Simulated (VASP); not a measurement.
System AlN (space group P6_3mc, No. 186); source of the atomic positions: an entry of the Crystallography Open Database, as set up for an electronic-structure calculation.

```cif
data_structure
_symmetry_space_group_name_H-M 'P 1'
_symmetry_Int_Tables_number 1
_cell_length_a 3.1130
_cell_length_b 3.1130
_cell_length_c 4.9810
_cell_angle_alpha 90.000
_cell_angle_beta 90.000
_cell_angle_gamma 120.000
_cell_volume 41.80
loop_
_atom_site_label
_atom_site_type_symbol
_atom_site_fract_x
_atom_site_fract_y
_atom_site_fract_z
_atom_site_occupancy
Al1 Al 0.66667 0.33333 0.50000 1
Al2 Al 0.33333 0.66667 0.00000 1
N1 N 0.66667 0.33333 0.88000 1
N2 N 0.33333 0.66667 0.38000 1
```

Describe the stacking along c, with columns A (0, 0), B (1/3, 2/3), C (2/3, 1/3) of the hexagonal mesh.

Al(B) – N(B) – Al(C) – N(C) (four layers in 4.98 Å).

N layers alone: BC, the hexagonal close-packed type.

Al: two tetrahedral sites, counted in one hexagonal cell.

Polytype symbol 2H, the symbol of a tetrahedral polytype (number of double layers in the repeat and lattice).

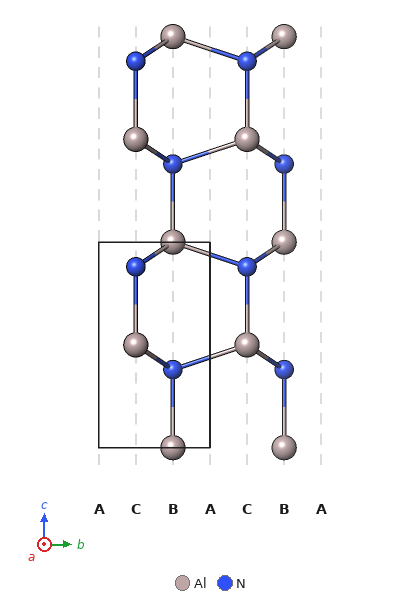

Projection along an edge of the hexagonal mesh, stacking direction c upwards. The dashed lines mark the three columns A (0, 0), B (1/3, 2/3) and C (2/3, 1/3). The sequence starts with the first layer at or above the cell's origin.
